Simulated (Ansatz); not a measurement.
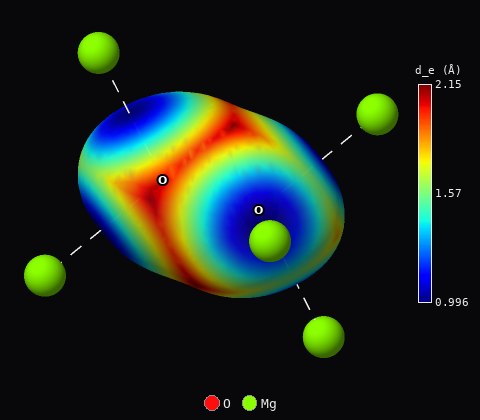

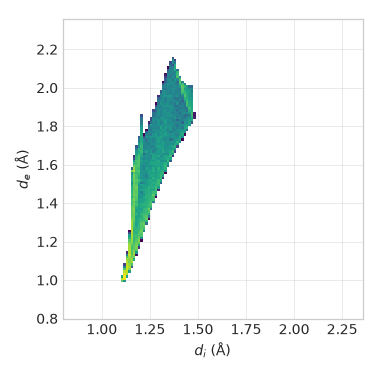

Hirshfeld surface computed for one O2 unit (covalently bonded non-metal atoms) in MgO2 in space group R-3m, coloured by d_e. Dashed lines lead to the closest neighbours outside. The second picture is its fingerprint plot, coloured by area on a logarithmic scale (dark little, yellow much).

The surface is where the fragment's share of the procrystal density (the sum of the densities of spherically averaged neutral Hartree-Fock atoms) equals one half. d_i and d_e are the distances from the surface to the nearest nucleus inside and outside.

Origin of the cell: the input geometry of an electronic-structure calculation (not necessarily at equilibrium).

```cif
data_structure
_symmetry_space_group_name_H-M 'R-3m:H'
_symmetry_Int_Tables_number 166
_cell_length_a 3.2095
_cell_length_b 3.2095
_cell_length_c 10.4819
_cell_angle_alpha 90.000
_cell_angle_beta 90.000
_cell_angle_gamma 120.000
_cell_volume 93.51
loop_
_atom_site_label
_atom_site_type_symbol
_atom_site_symmetry_multiplicity
_atom_site_Wyckoff_symbol
_atom_site_fract_x
_atom_site_fract_y
_atom_site_fract_z
_atom_site_occupancy
Mg1 Mg 3 a 0.00000 0.00000 0.00000 1
O1 O 6 c 0.33333 0.66667 0.09545 1
```

What is the shortest distance from the fragment to an atom outside it?

O–Mg, 2.11 Å.

How is the surface shared among contacts (nearest atom inside ··· nearest atom outside)?

O···Mg 99 %, O···O 1.3 %. The surface faces 6 neighbours with more than 2 % of its area each: 6 Mg.

Give the size and shape of the surface.

It encloses about 14.4 Å³, has an area of about 29 Å² and a globularity of 0.97 (1 for a sphere).

Where does the fingerprint reach closest to the origin?

The smallest d_i + d_e is about 2.1 Å, which belongs to the shortest contact, O···Mg at 2.11 Å; d_e runs from 1.00 to 2.15 Å.
